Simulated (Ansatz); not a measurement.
Si₇Ge

Input file:

```
crystal:
  lattice:
    - [-5.3427094894, 0.0686721326, -5.435616437]
    - [0.0303815683, -5.3551500611, -5.3973258727]
    - [-5.4495039273, -5.5002350632, 0.1754665704]
  atoms:
    - { symbol: Si, position: [0.3758490046, 0.3739919963, 0.3710624162] }
    - { symbol: Si, position: [0.8755870654, 0.8718198671, 0.8723733963] }
    - { symbol: Si, position: [0.4994869122, -0.0007515766, 0.5010944178] }
    - { symbol: Si, position: [0.0002463058, 0.5004834993, -0.0004686659] }
    - { symbol: Si, position: [0.5025797793, 0.4983157074, -1.57272e-05] }
    - { symbol: Si, position: [0.9994012776, 1.0032232105, 0.4996137179] }
    - { symbol: Si, position: [-0.0005091835, 0.4985396149, 0.5008294664] }
    - { symbol: Si, position: [0.4977208182, -4.1869e-06, 0.0006539717] }
    - { symbol: Si, position: [0.8766099156, 0.3752028627, 0.3713769635] }
    - { symbol: Si, position: [0.3776575788, 0.8751955188, 0.8760616888] }
    - { symbol: Si, position: [0.3732123023, 0.3721177962, 0.8805652094] }
    - { symbol: Si, position: [0.8742292258, 0.8723375584, 0.3775503854] }
    - { symbol: Si, position: [0.3736749532, 0.8765077352, 0.3768442925] }
    - { symbol: Si, position: [0.8740839079, 0.3840342701, 0.8714932024] }
    - { symbol: Ge, position: [0.4993367621, 0.4984541854, 0.5030273158] }
    - { symbol: Ge, position: [1.0008333746, 1.0005319413, 0.9979379491] }
basis:
  ecutwfc: 420
kpoints:
  mp_grid: { grid: [6, 6, 6] }
hamiltonian:
  xc: pbesol
scf:
  occupations: { method: gaussian, width: 0.03 }
output:
  forces: true
  stress: true
  eigenvalues: true
  write_density: true
  write_potential: true
  elf: true
  volumetric_format: npy
relax:
  adjacent_minimum: "off"
  f_tol: 0.01
  max_steps: 80
  cell: { stress_tol: 0.1 }
```

Launched as:

```sh
ansatz run input.yaml --threads 2 --pin off --max-ram 5120MiB --backend cpu --events-out ev --progress --plain --runs-dir out
```

The fields are those of the run's last geometry, not of the input's.

Space group P-43m; a structure from a database of computed crystals, not necessarily the ambient phase.

Computed with DFT PBEsol, scalar-relativistic, plane waves, PAW (Ansatz 0.2.0).

What will maps of the valence pseudo-density and electron localisation function show?

Answer. Si–Si (2.36 Å): the density is about 0.56 e/Å³ at the midpoint; the ELF peaks at about 0.95 between the atoms (localised, covalent bonding).
Si–Ge (2.39 Å): ρ is about 0.54 e/Å³ halfway; the ELF peaks at about 0.90 between the atoms (a covalent bond).

Does the calculation give a band gap?

Answer. It is gapped, with a Kohn–Sham gap of 0.28 eV on the k-point mesh (the band edges may lie off the mesh, which would make the gap smaller).

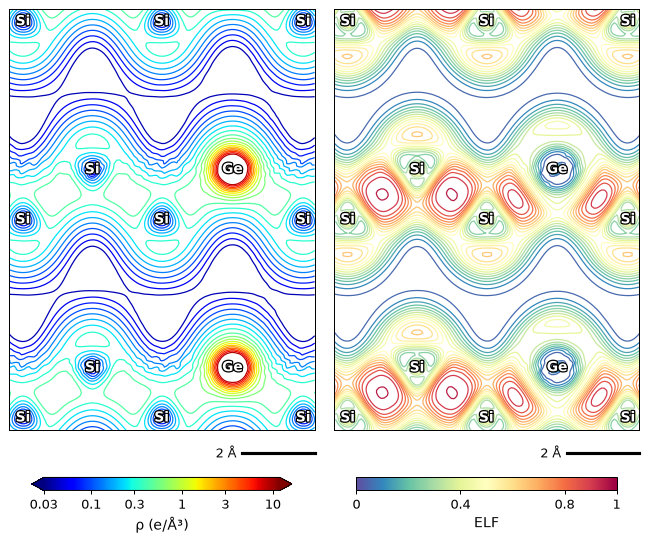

Computed valence pseudo-density and electron localisation function on the (101̄) plane of the calculation cell, in this order. 

In a PAW calculation such maps are meaningful between the atoms, not at the nuclei.
